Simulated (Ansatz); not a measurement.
## Mo₄H: geometry relaxation (part 1 of 2)

The run: geometry relaxation of Mo₄H (slab, 5 atoms in the cell). Method and program: DFT PBEsol, scalar-relativistic, plane waves, PAW, no spin polarisation (Ansatz 0.2.0).

The structure derives from an entry of the Crystallography Open Database. The input holds or restrains some coordinates. Forces given for the steps count only the free coordinates. It belongs to a series of runs on one base structure; here: H put at a top Mo site.

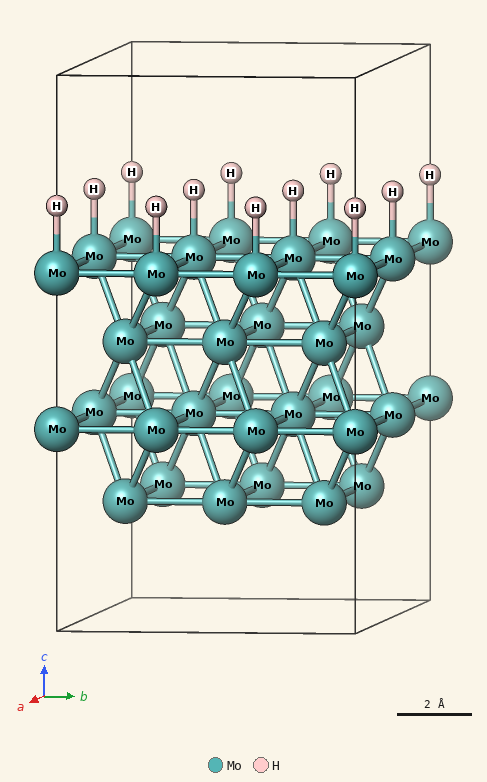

**Figure 1.** The input geometry (ball-and-stick view of the 2 × 3 repeat of the cell, with the vacuum cut short, seen slightly off an axis). An atom can appear more than once, as a periodic image.

Key numbers

- outcome: converged under the restraints of the input
- electrons treated: 57
- free energy: −19602.5764 eV
- work function, top face: 6.61 eV
- work function, bottom face: 4.75 eV
- Fermi energy: 3.778 eV
- gap on the k-point mesh: none (metallic)
- final volume: 177.53 Å³
- work function (upper face): 6.61 eV
- largest force (length of the vector) at the end, held atoms and coordinates included: 0.711 eV/Å
- hardware: 2 threads of AMD EPYC (Zen 5), 32 GiB of memory available, shared host
- wall time: 20 s (CPU time 39 s)
- peak memory: 0.57 GiB

Warnings of the run: the exchange-correlation potential is rough where the density is thin.

Input file
```yaml
crystal:
  lattice:
    - [2.710059232, 0.0, 0.0]
    - [-0.9033530773, 2.5550683472, 0.0]
    - [0.0, 0.0, 25.6382622912]
  atoms:
    - { symbol: Mo, position: [0.5, 0.5, 0.3315357299] }
    - { symbol: Mo, position: [0.0, 0.0, 0.417842441] }
    - { symbol: Mo, position: [0.5, 0.5, 0.5041719012] }
    - { symbol: Mo, position: [0.0, 0.0, 0.5867100357] }
    - { symbol: H, position: [0.0, 0.0, 0.6592578542] }
basis:
  ecutwfc: 420
kpoints:
  mp_grid: { grid: [11, 11, 1] }
hamiltonian:
  xc: pbesol
scf:
  occupations: { method: gaussian, width: 0.1 }
output:
  forces: true
  eigenvalues: true
  write_density: true
  write_potential: true
  elf: true
  volumetric_format: npy
relax:
  adjacent_minimum: "off"
  f_tol: 0.03
  max_steps: 70
  constraints: [{ sites: [0, 1] }]
efield:
  axis: 3
  dipole_correction: true
  ramp_width: 0.04
```

Command:
```bash
ansatz run input.yaml --threads 2 --pin off --max-ram 5120MiB --backend cpu --events-out ev --progress --plain --runs-dir out
```

What the program printed
```
Engine: ansatz 0.2.0, x86_64-unknown-linux-gnu
Pseudopotentials: kind: paw
Pseudopotential: Mo, paw, valence charge 14, recommended cutoff 420 eV (normal), Mo.paw.azcp
Pseudopotential: H, paw, valence charge 1, recommended cutoff 420 eV (normal), H.paw.azcp
Functional definition: PBEsol
  exchange = pbesol_x
  correlation = pbesol_c
Crystal: 5 atoms, lattice volume = 177.529 Å³
Basis set: ecut = 420 eV, 3539 PW (Γ), exchange–correlation on 40×40×360 points (8 copies of the dense FFT grid, shifted against one another)
Bands: 35, of which v1, the nominal top of the filled ones, is band 29 counted from 1 (28 counted from 0)
Symmetry: 4 space group operations
Space group: Cmm2 (ITA 35), of the structure as read, at distance tolerance 5.6e-5 Å
k-points: 36 of 121
Non-local potential: Mo, projectors of the file, l = 0: 3, l = 1: 2, l = 2: 2, l = 3: 1
Non-local potential: H, projectors of the file, l = 0: 2, l = 1: 1
PAW form: soft (Blöchl's): semilocal exchange-correlation on the pseudo side does not see the compensation charge
PAW frozen core: Mo, regenerated for the run's functional, and the local potential with it (the file was generated under x = pbe(κ = 0.804, μ = 0.2195149727645171), c = pbe(β = 0.06672455060314922))
PAW one-centre angular grid: Mo, 590 points (default); XC on 64 Gauss nodes
PAW one-centre angular grid: H, 110 points (default); XC on 64 Gauss nodes
Initial density: superposition of atomic densities (neutral atoms: chi_scale 0, normalization atom), corrected by the library's trained network
Initial wavefunctions: pseudopotential atomic-orbital guess
Functional: x = pbesol(κ = 0.804, μ = 0.12345679012345678), c = pbesol(β = 0.046)
SCF iter   1: F=—  HF=-19602.663266 eV  |F-HF|=—  |Δ(HF+E_count)|=         —  Δρ=1.45e-2  dr2=1.19e1  ethr=1.77e-3  p=-0.030 e·Å  D=-3.09e-2 V/Å  ΔV_dip=0.79 eV  dr2_dipole=5.24e0  V_vac-E_F(+/−)=5.97/5.17 eV  ⟨swp⟩=8.2  Hψ=6314  notcnv=0
efield: sawtooth ramp at fractional position 0.9754 (placed from the atoms, in the widest stretch of the axis that holds none; the zero of the levels goes with the place), width 0.0400; the density the first Hamiltonian is built on has a dipole p = -0.030 e·Å; the dipole correction subtracts the counter field D = -3.09e-2 V/Å, which shifts the + side's vacuum level by +0.79 eV against the − side's; the planar-averaged density in the ramp window peaks in size at 2.0e-5 e/Å³
preconditioner: auto → LDOS  [metal: Δε(μ)=0.025 eV  Ē_g=4.196 eV  σ=0.100 eV  W_gap=0.14  n_scr=18 (ndim 8)  ℏωp=13.9 eV  f_vac=0.561  D(μ)=2.93/eV (n_scr^D=14)  β→1.0]
SCF iter   2: F=—  HF=-19602.539652 eV  |F-HF|=—  |Δ(HF+E_count)|=   1.24e-1  Δρ=1.23e-2  dr2=4.54e0  ethr=1.77e-3  p=-0.074 e·Å  D=-7.50e-2 V/Å  ΔV_dip=1.92 eV  dr2_dipole=1.49e0  V_vac-E_F(+/−)=6.63/4.71 eV  ⟨swp⟩=2.0  Hψ=1730  notcnv=0  defer=47
SCF iter   3: F=—  HF=-19602.456372 eV  |F-HF|=—  |Δ(HF+E_count)|=   8.33e-2  Δρ=1.65e-3  dr2=6.59e-2  ethr=1.77e-3  p=-0.067 e·Å  D=-6.81e-2 V/Å  ΔV_dip=1.75 eV  dr2_dipole=2.75e-2  V_vac-E_F(+/−)=6.55/4.81 eV  ⟨swp⟩=1.9  Hψ=1451  notcnv=0  defer=40
SCF iter   4: F=—  HF=-19602.457771 eV  |F-HF|=—  |Δ(HF+E_count)|=   1.40e-3  Δρ=1.18e-3  dr2=1.92e-2  ethr=1.16e-4  p=-0.071 e·Å  D=-7.25e-2 V/Å  ΔV_dip=1.86 eV  dr2_dipole=5.99e-3  V_vac-E_F(+/−)=6.62/4.77 eV  ⟨swp⟩=1.8  Hψ=1585  notcnv=0  defer=39
SCF iter   5: F=—  HF=-19602.456952 eV  |F-HF|=—  |Δ(HF+E_count)|=   8.20e-4  Δρ=4.85e-4  dr2=4.00e-3  ethr=3.38e-5  p=-0.071 e·Å  D=-7.24e-2 V/Å  ΔV_dip=1.86 eV  dr2_dipole=1.57e-3  V_vac-E_F(+/−)=6.62/4.76 eV  ⟨swp⟩=1.6  Hψ=1350  notcnv=0  defer=39
SCF iter   6: F=—  HF=-19602.456807 eV  |F-HF|=—  |Δ(HF+E_count)|=   1.44e-4  Δρ=1.28e-4  dr2=3.46e-4  ethr=7.03e-6  p=-0.071 e·Å  D=-7.20e-2 V/Å  ΔV_dip=1.85 eV  dr2_dipole=1.10e-4  V_vac-E_F(+/−)=6.61/4.76 eV  ⟨swp⟩=1.9  Hψ=1451  notcnv=0  defer=39
SCF iter   7: F=-19602.456791 eV  HF=-19602.456803 eV  |F-HF|=1.19e-5  |Δ(HF+E_count)|=   4.52e-6  Δρ=3.61e-5  dr2=1.01e-5  ethr=3.95e-8  p=-0.071 e·Å  D=-7.19e-2 V/Å  ΔV_dip=1.84 eV  dr2_dipole=3.47e-6  V_vac-E_F(+/−)=6.61/4.77 eV  ⟨swp⟩=19.5  Hψ=13569  notcnv=0
SCF 1 converged in 7 iterations: F = -19602.456791 eV  dr2 = 1.01e-5
  greatest PAW one-centre occupation: 0.999 electrons in one spin orbital (limit 2), on the Mo atom at site 3 (counted from 0), in its partial waves of l = 0
relax step   1: F+E_penalty+E_count = -19602.45679069 eV  Δ(F+E_penalty+E_count) = +0.000e0 eV  max|allowed force component| = 1.753e0 eV/Å  Δτ_max = 0.0000 Å  (7 SCF iters, dr2 threshold 2.25e-5 eV, accepted)
Initial density: handed on by an earlier stage of this run
Initial wavefunctions: those handed on with the density
iter 1 solved again at ethr=5.81e-4 eV; its pass at ethr=3.10e-3 eV (dr2=3.31e-1 eV) is discarded
SCF iter   1: F=—  HF=-19602.516800 eV  |F-HF|=—  |Δ(HF+E_count)|=         —  Δρ=1.07e-2  dr2=3.07e-1  ethr=5.81e-4  p=-0.071 e·Å  D=-7.19e-2 V/Å  ΔV_dip=1.84 eV  dr2_dipole=1.05e-2  V_vac-E_F(+/−)=6.61/4.77 eV  ⟨swp⟩=2.0  Hψ=4906  notcnv=0  defer=40
efield: sawtooth ramp at fractional position 0.9754 (handed on by an earlier solve), width 0.0400; the density the first Hamiltonian is built on has a dipole p = -0.071 e·Å; the dipole correction subtracts the counter field D = -7.19e-2 V/Å, which shifts the + side's vacuum level by +1.84 eV against the − side's; the planar-averaged density in the ramp window peaks in size at 2.3e-6 e/Å³
preconditioner: auto → LDOS  [metal: Δε(μ)=0.043 eV  Ē_g=4.144 eV  σ=0.100 eV  W_gap=0.24  n_scr=18 (ndim 8)  ℏωp=13.9 eV  f_vac=0.564  D(μ)=3.62/eV (n_scr^D=14)  β→1.0]
SCF iter   2: F=—  HF=-19602.489619 eV  |F-HF|=—  |Δ(HF+E_count)|=   2.72e-2  Δρ=3.86e-3  dr2=1.19e-1  ethr=5.39e-4  p=-0.069 e·Å  D=-7.08e-2 V/Å  ΔV_dip=1.82 eV  dr2_dipole=8.12e-3  V_vac-E_F(+/−)=6.59/4.77 eV  ⟨swp⟩=2.6  Hψ=1906  notcnv=0  defer=40
SCF iter   3: F=—  HF=-19602.484273 eV  |F-HF|=—  |Δ(HF+E_count)|=   5.35e-3  Δρ=2.03e-3  dr2=2.57e-2  ethr=2.08e-4  p=-0.069 e·Å  D=-7.06e-2 V/Å  ΔV_dip=1.81 eV  dr2_dipole=6.36e-4  V_vac-E_F(+/−)=6.57/4.76 eV  ⟨swp⟩=2.7  Hψ=2301  notcnv=0  defer=39
SCF iter   4: F=—  HF=-19602.480273 eV  |F-HF|=—  |Δ(HF+E_count)|=   4.00e-3  Δρ=5.19e-4  dr2=1.48e-3  ethr=4.51e-5  p=-0.070 e·Å  D=-7.09e-2 V/Å  ΔV_dip=1.82 eV  dr2_dipole=5.08e-5  V_vac-E_F(+/−)=6.58/4.76 eV  ⟨swp⟩=2.9  Hψ=2126  notcnv=0  defer=40
SCF iter   5: F=—  HF=-19602.480242 eV  |F-HF|=—  |Δ(HF+E_count)|=   3.10e-5  Δρ=1.35e-4  dr2=7.05e-5  ethr=1.75e-7  p=-0.070 e·Å  D=-7.12e-2 V/Å  ΔV_dip=1.82 eV  dr2_dipole=3.93e-6  V_vac-E_F(+/−)=6.58/4.75 eV  ⟨swp⟩=20.3  Hψ=14754  notcnv=0
SCF iter   6: F=-19602.480246 eV  HF=-19602.480243 eV  |F-HF|=2.61e-6  |Δ(HF+E_count)|=   8.94e-7  Δρ=4.35e-5  dr2=3.12e-6  ethr=1.24e-7  p=-0.070 e·Å  D=-7.12e-2 V/Å  ΔV_dip=1.83 eV  dr2_dipole=3.40e-7  V_vac-E_F(+/−)=6.58/4.76 eV  ⟨swp⟩=15.6  Hψ=12550  notcnv=0
SCF 2 converged in 6 iterations: F = -19602.480246 eV  dr2 = 3.12e-6
relax step   2: F+E_penalty+E_count = -19602.48024595 eV  Δ(F+E_penalty+E_count) = -2.346e-2 eV  max|allowed force component| = 1.820e0 eV/Å  Δτ_max = 0.1443 Å  (6 SCF iters, dr2 threshold 1.00e-4 eV, accepted)
SCF iter   1: F=—  HF=-19602.581107 eV  |F-HF|=—  |Δ(HF+E_count)|=         —  Δρ=4.15e-3  dr2=9.10e-2  ethr=1.31e-3  p=-0.070 e·Å  D=-7.12e-2 V/Å  ΔV_dip=1.83 eV  dr2_dipole=2.75e-2  V_vac-E_F(+/−)=6.56/4.73 eV  ⟨swp⟩=2.2  Hψ=2434  notcnv=0  defer=34
efield: sawtooth ramp at fractional position 0.9754 (handed on by an earlier solve), width 0.0400; the density the first Hamiltonian is built on has a dipole p = -0.070 e·Å; the dipole correction subtracts the counter field D = -7.12e-2 V/Å, which shifts the + side's vacuum level by +1.83 eV against the − side's; the planar-averaged density in the ramp window peaks in size at 4.1e-6 e/Å³
preconditioner: auto → LDOS  [metal: Δε(μ)=0.065 eV  Ē_g=4.111 eV  σ=0.100 eV  W_gap=0.35  n_scr=18 (ndim 8)  ℏωp=13.9 eV  f_vac=0.563  D(μ)=3.34/eV (n_scr^D=14)  β→1.0]
SCF iter   2: F=—  HF=-19602.576854 eV  |F-HF|=—  |Δ(HF+E_count)|=   4.25e-3  Δρ=1.89e-3  dr2=1.72e-2  ethr=1.60e-4  p=-0.072 e·Å  D=-7.35e-2 V/Å  ΔV_dip=1.88 eV  dr2_dipole=1.86e-3  V_vac-E_F(+/−)=6.63/4.75 eV  ⟨swp⟩=2.0  Hψ=1968  notcnv=0  defer=36
SCF iter   3: F=—  HF=-19602.574974 eV  |F-HF|=—  |Δ(HF+E_count)|=   1.88e-3  Δρ=7.29e-4  dr2=2.65e-3  ethr=3.01e-5  p=-0.071 e·Å  D=-7.23e-2 V/Å  ΔV_dip=1.85 eV  dr2_dipole=7.72e-5  V_vac-E_F(+/−)=6.60/4.75 eV  ⟨swp⟩=3.2  Hψ=2195  notcnv=0  defer=36
SCF iter   4: F=—  HF=-19602.574510 eV  |F-HF|=—  |Δ(HF+E_count)|=   4.64e-4  Δρ=1.77e-4  dr2=1.58e-4  ethr=4.66e-6  p=-0.071 e·Å  D=-7.25e-2 V/Å  ΔV_dip=1.86 eV  dr2_dipole=2.35e-5  V_vac-E_F(+/−)=6.60/4.75 eV  ⟨swp⟩=2.5  Hψ=1896  notcnv=0  defer=36
SCF iter   5: F=-19602.574505 eV  HF=-19602.574506 eV  |F-HF|=1.23e-6  |Δ(HF+E_count)|=   4.01e-6  Δρ=5.49e-5  dr2=7.74e-6  ethr=1.75e-7  p=-0.071 e·Å  D=-7.26e-2 V/Å  ΔV_dip=1.86 eV  dr2_dipole=2.28e-7  V_vac-E_F(+/−)=6.61/4.75 eV  ⟨swp⟩=18.3  Hψ=13599  notcnv=0
SCF 3 converged in 5 iterations: F = -19602.574505 eV  dr2 = 7.74e-6
relax step   3: F+E_penalty+E_count = -19602.57450474 eV  Δ(F+E_penalty+E_count) = -9.426e-2 eV  max|allowed force component| = 2.269e-1 eV/Å  Δτ_max = 0.0888 Å  (5 SCF iters, dr2 threshold 1.00e-4 eV, accepted)
SCF iter   1: F=—  HF=-19602.576589 eV  |F-HF|=—  |Δ(HF+E_count)|=         —  Δρ=8.29e-4  dr2=4.81e-3  ethr=2.98e-5  p=-0.071 e·Å  D=-7.26e-2 V/Å  ΔV_dip=1.86 eV  dr2_dipole=1.18e-3  V_vac-E_F(+/−)=6.60/4.74 eV  ⟨swp⟩=2.0  Hψ=2243  notcnv=0  defer=4
efield: sawtooth ramp at fractional position 0.9754 (handed on by an earlier solve), width 0.0400; the density the first Hamiltonian is built on has a dipole p = -0.071 e·Å; the dipole correction subtracts the counter field D = -7.26e-2 V/Å, which shifts the + side's vacuum level by +1.86 eV against the − side's; the planar-averaged density in the ramp window peaks in size at 3.7e-6 e/Å³
preconditioner: auto → LDOS  [metal: Δε(μ)=0.074 eV  Ē_g=4.112 eV  σ=0.100 eV  W_gap=0.39  n_scr=18 (ndim 8)  ℏωp=13.9 eV  f_vac=0.563  D(μ)=3.18/eV (n_scr^D=14)  β→1.0]
SCF iter   2: F=—  HF=-19602.576412 eV  |F-HF|=—  |Δ(HF+E_count)|=   1.78e-4  Δρ=2.96e-4  dr2=3.50e-4  ethr=8.45e-6  p=-0.071 e·Å  D=-7.27e-2 V/Å  ΔV_dip=1.86 eV  dr2_dipole=3.95e-6  V_vac-E_F(+/−)=6.61/4.75 eV  ⟨swp⟩=1.6  Hψ=1590  notcnv=0  defer=5
SCF iter   3: F=—  HF=-19602.576381 eV  |F-HF|=—  |Δ(HF+E_count)|=   3.08e-5  Δρ=1.48e-4  dr2=9.31e-5  ethr=6.14e-7  p=-0.071 e·Å  D=-7.25e-2 V/Å  ΔV_dip=1.86 eV  dr2_dipole=1.20e-6  V_vac-E_F(+/−)=6.61/4.75 eV  ⟨swp⟩=3.5  Hψ=2534  notcnv=0  defer=5
SCF iter   4: F=—  HF=-19602.576372 eV  |F-HF|=—  |Δ(HF+E_count)|=   8.60e-6  Δρ=3.90e-5  dr2=8.71e-6  ethr=1.63e-7  p=-0.071 e·Å  D=-7.26e-2 V/Å  ΔV_dip=1.86 eV  dr2_dipole=6.45e-8  V_vac-E_F(+/−)=6.61/4.75 eV  ⟨swp⟩=2.1  Hψ=1629  notcnv=0  defer=5
SCF iter   5: F=-19602.576372 eV  HF=-19602.576372 eV  |F-HF|=7.16e-8  |Δ(HF+E_count)|=   1.51e-8  Δρ=9.03e-6  dr2=2.73e-7  ethr=5.64e-9  p=-0.071 e·Å  D=-7.26e-2 V/Å  ΔV_dip=1.86 eV  dr2_dipole=1.71e-8  V_vac-E_F(+/−)=6.61/4.75 eV  ⟨swp⟩=17.2  Hψ=11870  notcnv=0
SCF 4 converged in 5 iterations: F = -19602.576372 eV  dr2 = 2.73e-7
relax step   4: F+E_penalty+E_count = -19602.57637208 eV  Δ(F+E_penalty+E_count) = -1.867e-3 eV  max|allowed force component| = 1.881e-2 eV/Å  Δτ_max = 0.0093 Å  (5 SCF iters, dr2 threshold 3.22e-6 eV, accepted)
iter 1 solved again at ethr=4.79e-10 eV; its pass at ethr=3.10e-3 eV (dr2=2.73e-7 eV) is discarded
SCF iter   1: F=—  HF=-19602.576368 eV  |F-HF|=—  |Δ(HF+E_count)|=         —  Δρ=9.04e-6  dr2=2.73e-7  ethr=4.79e-10  p=-0.071 e·Å  D=-7.26e-2 V/Å  ΔV_dip=1.86 eV  dr2_dipole=1.71e-8  V_vac-E_F(+/−)=6.61/4.75 eV  ⟨swp⟩=1.0  Hψ=3384  notcnv=0
efield: sawtooth ramp at fractional position 0.9754 (handed on by an earlier solve), width 0.0400; the density the first Hamiltonian is built on has a dipole p = -0.071 e·Å; the dipole correction subtracts the counter field D = -7.26e-2 V/Å, which shifts the + side's vacuum level by +1.86 eV against the − side's; the planar-averaged density in the ramp window peaks in size at 3.2e-6 e/Å³
preconditioner: auto → LDOS  [metal: Δε(μ)=0.073 eV  Ē_g=4.113 eV  σ=0.100 eV  W_gap=0.39  n_scr=18 (ndim 8)  ℏωp=13.9 eV  f_vac=0.563  D(μ)=3.15/eV (n_scr^D=14)  β→1.0]
SCF iter   2: F=—  HF=-19602.576372 eV  |F-HF|=—  |Δ(HF+E_count)|=   4.21e-6  Δρ=7.14e-6  dr2=2.79e-7  ethr=4.78e-10  p=-0.071 e·Å  D=-7.27e-2 V/Å  ΔV_dip=1.86 eV  dr2_dipole=5.30e-10  V_vac-E_F(+/−)=6.61/4.75 eV  ⟨swp⟩=2.1  Hψ=2064  notcnv=0
SCF iter   3: F=-19602.576372 eV  HF=-19602.576372 eV  |F-HF|=1.17e-8  |Δ(HF+E_count)|=   4.40e-9  Δρ=2.07e-6  dr2=1.49e-8  ethr=1.75e-10  p=-0.071 e·Å  D=-7.27e-2 V/Å  ΔV_dip=1.86 eV  dr2_dipole=1.16e-9  V_vac-E_F(+/−)=6.61/4.75 eV  ⟨swp⟩=9.8  Hψ=10128  notcnv=0
SCF 5 converged in 3 iterations: F = -19602.576372 eV  dr2 = 1.49e-8
relax step   5: F+E_penalty+E_count = -19602.57637227 eV  Δ(F+E_penalty+E_count) = -1.902e-7 eV  max|allowed force component| = 1.870e-2 eV/Å  Δτ_max = 0.0000 Å  (3 SCF iters, accepted)
```

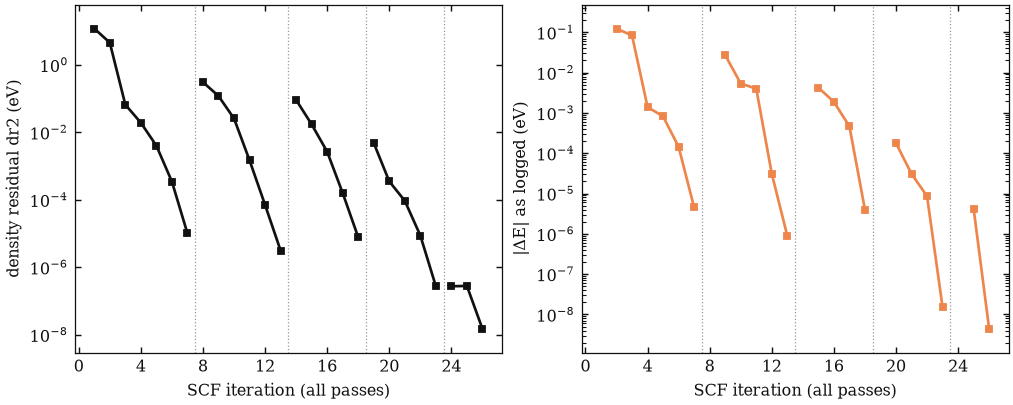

**Figure 2.** Convergence of the self-consistent field: density residual dr2 and size of the energy change against the SCF iteration. The dotted lines part the SCF passes of the relaxation: geometry steps, rejected trials and re-solves on a re-selected basis. The 5 passes take 3 to 7 iterations each, 26 in all.
